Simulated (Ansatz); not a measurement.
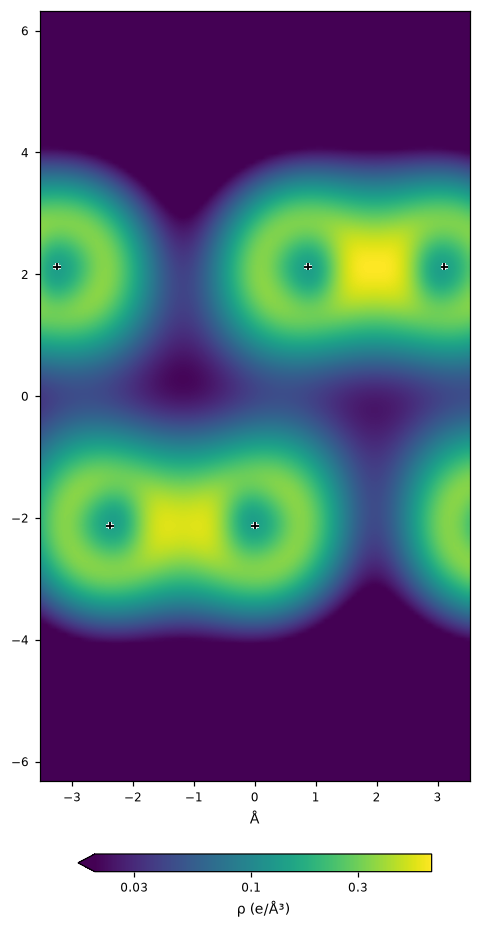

The valence electron density on a plane through atoms (crosses mark nuclei in the plane).

Computed with Ansatz 0.2.0, DFT PBE, scalar-relativistic, plane waves, PAW.

Candidates:
A. Si (slab), a = 7.70 Å, b = 6.36 Å, c = 19.75 Å, α = 90.00°, β = 90.00°, γ = 90.00°. Not relaxed (largest force 1.0 eV/Å); PAW files of the earlier set (soft_1).
B. AlN, a = 3.31 Å, b = 4.19 Å, c = 5.74 Å, α = 90.00°, β = 90.00°, γ = 90.00°. Space group P6₃/mmc; a structure from a database of computed crystals, not necessarily the ambient phase; PAW files of the earlier set (soft_1).

Which system is this?

Answer. Candidate A: Si on the (100) plane of the calculation cell, a cut from vacuum to vacuum, which holds Si. Si–Si (2.24 Å): ρ at the midpoint is about 0.64 e/Å³. Si–Si (2.38 Å): the density is about 0.53 e/Å³ at the midpoint.
